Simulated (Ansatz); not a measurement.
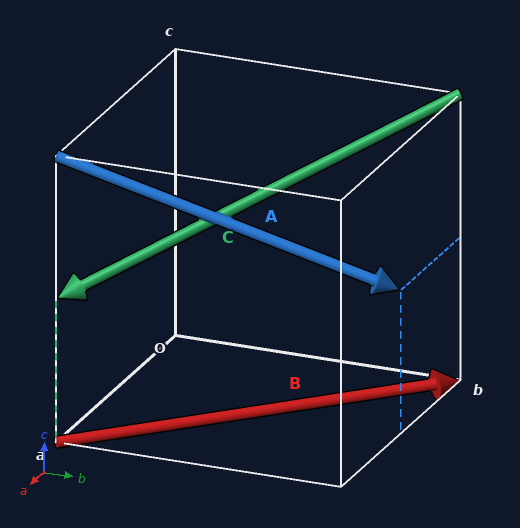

For Al, the geometry relaxed with DFT, r2SCAN, plane waves (500 eV) with PAW, scalar-relativistic in Ansatz; the starting structure was generated, so it need not be a known form of this composition: each arrow starts at a corner of the unit cell and ends on its surface; where a tip isn't a corner, dashed lines run from it parallel to the axes. The drawing is computed from the coordinates (standard cell, symmetry found to 0.002 Å).

a = 6.027 Å, b = 6.027 Å, c = 6.027 Å, α = 90.00°, β = 90.00°, γ = 90.00°.

### Which lattice directions are drawn?

Arrow A runs from (1, 0, 1) to (1/2, 1, 1/2), so [−1 2 −1]; Arrow B runs from (1, 0, 0) to (0, 1, 0), so [−1 1 0]; Arrow C runs from (0, 1, 1) to (1, 0, 1/2), so [2 −2 −1].

### How long is the vector ua + vb + wc in each case, and what angles do the directions make?

A 14.764 Å; B 8.524 Å; C 18.082 Å. A–B: 30.0°. A–C: 132.9°. B–C: 160.5°.
